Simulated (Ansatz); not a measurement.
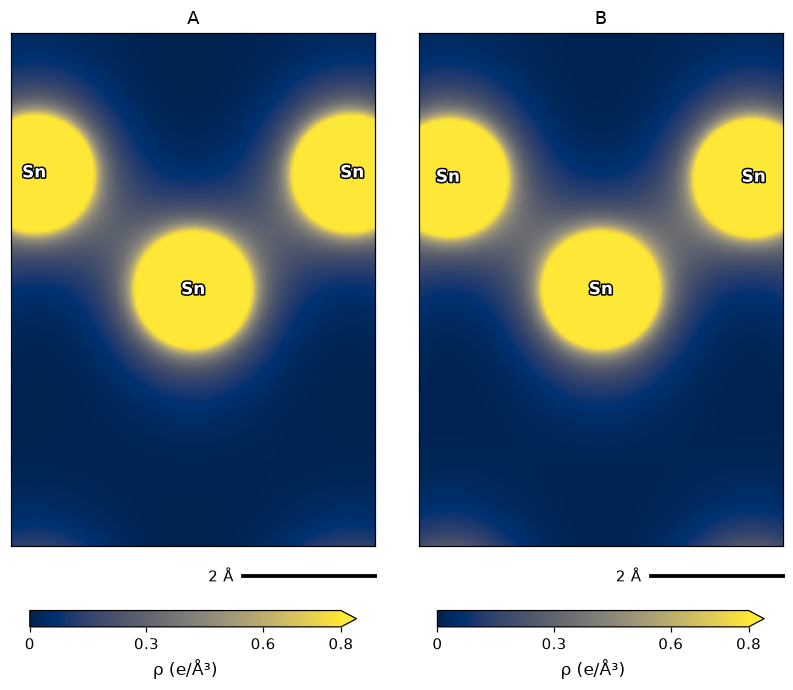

Sn. The valence pseudo-density of two cells that differ in size, on the (11̄0) plane of each (indices in the axes of the calculation cell), at one length scale and on one colour scale; one has 36.4 and the other 40.9 Å³ an atom.

Level of theory: Ansatz, DFT PBEsol, scalar-relativistic, plane waves, PAW.

### Which panel shows the smaller cell, and what does the compression change?

Panel B is the smaller cell, by 11 % in volume. From the larger cell to the smaller, Sn–Sn goes from 2.98 to 2.87 Å, and the density at its midpoint from 0.29 to 0.33 e/Å³; the pressure goes from −4.5 to −1.5 GPa.
